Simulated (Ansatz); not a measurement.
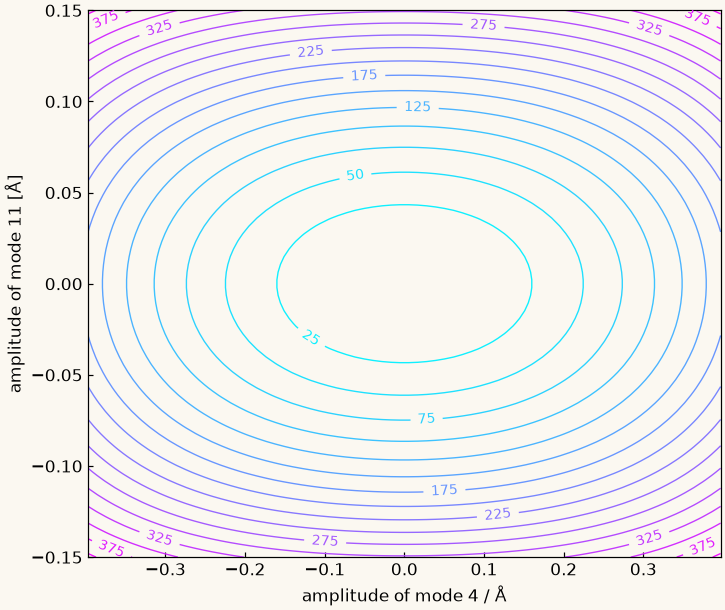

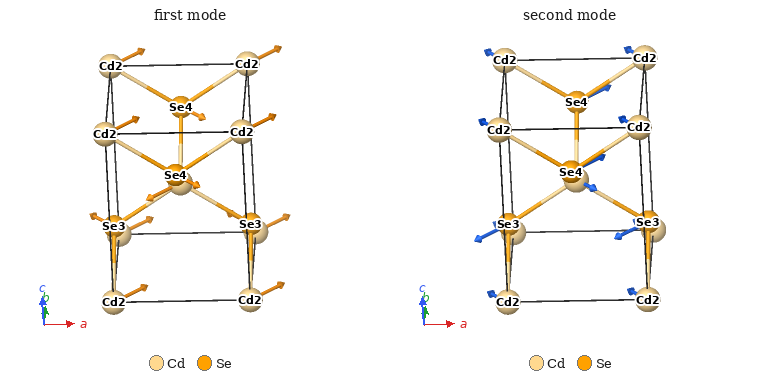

Energy landscape of CdSe (F-43m, No. 216; 4 atoms in the cell). The energy is mapped over two normal modes frozen in (zone-centre modes of the 4-atom cell of this scan, which folds in the wave vector (0, 1/2, 1/2) of the primitive cell). First axis: amplitude of mode 4 (41 cm⁻¹), largest displacement. Second axis: amplitude of mode 11 (182 cm⁻¹), largest displacement. Nothing is relaxed (the cell and all other modes fixed). The scan uses a 7 × 7 grid; 16 points were computed and 33 follow by symmetry. Points are written as (first, second). Energies are in meV per cell, from the lowest grid point. Computed with DFT PBEsol, scalar-relativistic, plane waves, PAW (Ansatz). Settings: cutoff 420 eV, k-mesh 8×8×6 in the order of the run's cell vectors, gaussian smearing 0.05 eV, no spin polarisation.

The picture shows contour lines labelled in meV. Between grid points the surface is interpolated. The second picture is the structure at the lowest point

Question: Describe this landscape.

Answer: The lowest grid point is at (0.000 Å, 0.00 Å). No other kind of well shows on this grid. The highest grid point, (−0.397 Å, −0.15 Å), lies 406 meV above the lowest. The gap on the k-mesh is 0.5 eV at the lowest point and runs from 0.5 to 0.5 eV over the map.

Grid values (meV):

| second ↓, first → | −0.397 | −0.265 | −0.132 | 0.000 | 0.132 | 0.265 | 0.397 |
| --- | --- | --- | --- | --- | --- | --- | --- |
| 0.15 | 406 | 343 | 312 | 303 | 312 | 343 | 406 |
| 0.10 | 272 | 191 | 147 | 134 | 147 | 191 | 272 |
| 0.05 | 193 | 100 | 49 | 33 | 49 | 100 | 193 |
| 0.00 | 166 | 70 | 17 | 0 | 17 | 70 | 166 |
| −0.05 | 193 | 100 | 49 | 33 | 49 | 100 | 193 |
| −0.10 | 272 | 191 | 147 | 134 | 147 | 191 | 272 |
| −0.15 | 406 | 343 | 312 | 303 | 312 | 343 | 406 |

The input of one point:

```yaml
crystal:
  lattice:
    - [0.0, -3.0413096037, -3.0413096037]
    - [0.0, 3.0413096037, -3.0413096037]
    - [6.0826192074, 0.0, 0.0]
  atoms:
    - { symbol: Cd, position: [0.5, 0.5, 0.5] }
    - { symbol: Cd, position: [0.0, 0.0, 0.0] }
    - { symbol: Se, position: [0.0, 0.5, 0.25] }
    - { symbol: Se, position: [0.5, 0.0, 0.75] }
basis:
  ecutwfc: 420
kpoints:
  mp_grid: { grid: [8, 8, 6] }
hamiltonian:
  xc: pbesol
  pseudopotentials: { kind: paw }
scf:
  occupations: { method: gaussian, width: 0.05 }
output:
  forces: true
  stress: true
  eigenvalues: true
```

The whole map (16 points run) took 24 min on 1 thread of Arm Neoverse N1, with other jobs on the host.
